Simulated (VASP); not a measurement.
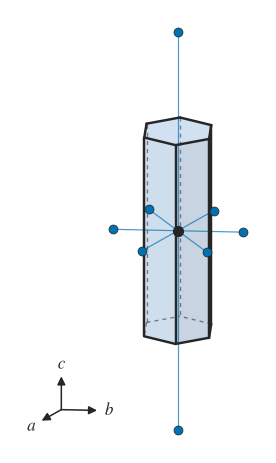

Crystal: C, the geometry relaxed with VASP, VASP Kohn-Sham DFT of a periodic cell, PBE, VASP PAW PBE potentials, recommended, release 54. The Wigner–Seitz cell of the crystal's lattice, with lines to the lattice points that define its faces. Symmetry computed with spglib at a tolerance of 0.002 Å; standard conventional cell.

a = 2.518 Å, b = 2.518 Å, c = 8.304 Å, α = 90.00°, β = 90.00°, γ = 120.00°; lattice centring P.

Q: What is the cell's combinatorial type?

A: A hexagonal prism: 8 faces (6 with 4 edges, 2 with 6 edges), 18 edges, 12 vertices. Its volume is that of the primitive cell, 45.6 Å³.

Q: Which lattice vectors do the faces bisect?

A:
| example | length (Å) | faces | edges of each | area (Å²) |
| --- | --- | --- | --- | --- |
| a + b | 2.52 | 6 | 4 | 12.1 |
| c | 8.30 | 2 | 6 | 5.5 |
